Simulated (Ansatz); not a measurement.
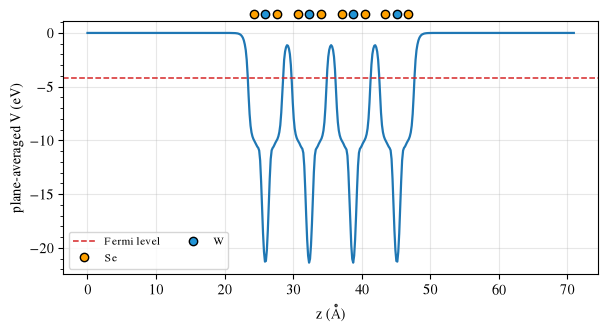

Figure 1: WSe2 (slab). Plane average of the electrostatic potential energy of an electron across the slab. Circles mark the heights of the atoms.

Theory: Ansatz 0.2.0, DFT PBE+D3(BJ), scalar-relativistic, plane waves, PAW.

```
CELL_PARAMETERS angstrom
3.28066 0.00000 0.00000
-1.64033 2.84113 0.00000
0.00000 0.00000 71.10309
ATOMIC_POSITIONS crystal
Se 0.33333 0.66667 0.34133
W 0.66667 0.33333 0.36504
Se 0.33333 0.66667 0.38874
Se 0.66667 0.33333 0.43135
W 0.33333 0.66667 0.45503
Se 0.66667 0.33333 0.47871
Se 0.33333 0.66667 0.52129
W 0.66667 0.33333 0.54497
Se 0.33333 0.66667 0.56865
Se 0.66667 0.33333 0.61126
W 0.33333 0.66667 0.63496
Se 0.66667 0.33333 0.65867
```

> How far above the Fermi level of the calculation is the vacuum level?

4.2 eV. The slab has a gap, so the Fermi level lies inside it and this isn't a work function in the metallic sense.

> How thick is the slab, and how wide the vacuum?

The outermost nuclei are 22.6 Å apart, in 12 atomic planes; the vacuum between periodic images is 48.5 Å wide.
